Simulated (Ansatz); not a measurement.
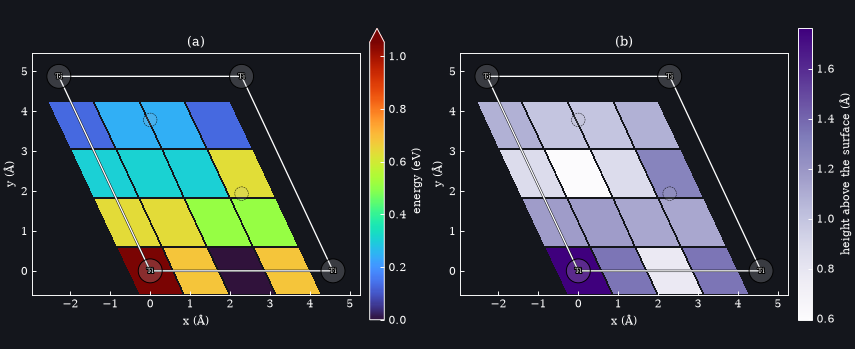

H on a Ti(101) slab cut from the P6/mmm phase, its upper half relaxed before the scan (9 atoms of substrate and one adsorbate in a 1 × 1 cell). H is moved over the surface cell; relaxed at each place: the height of the adsorbate's atoms; substrate rigid; the origin of the map has the adsorbate above Ti9. Places are given modulo a cell vector. The map is drawn in real space over the plane of the surface. The grid has 4 × 4 points. Energies are in eV, from the lowest grid point. With one adsorbate in each 1 × 1 cell, its nearest image is 4.6 Å away, so neighbouring adsorbates interact. Computed with DFT PBE, scalar-relativistic, plane waves, PAW (Ansatz). Settings: cutoff 420 eV, k-mesh 7×6×1, gaussian smearing 0.1 eV, no spin polarisation.

Panel (a) is the energy; panel (b) is the computed height above the surface, in Å.

Drawn: one coloured cell a grid point, labelled circles for the atoms of the top layer and small ones for the second layer, the outline of one cell of the plane, one colour for all values above the top of the scale.

Q: How does the height above the surface vary over the map, and what is it at the lowest grid point?

A: It runs from 0.60 Å at (1/4, 2/4) of the cell vectors [nearest 1 Ti at 1.90 Å] to 1.76 Å at the top site over a surface Ti atom, (0/4, 0/4) of the cell vectors. At the lowest grid point, a bridge site between two Ti atoms, (2/4, 0/4) of the cell vectors, it is 0.77 Å.

PAW datasets: the set soft_1.
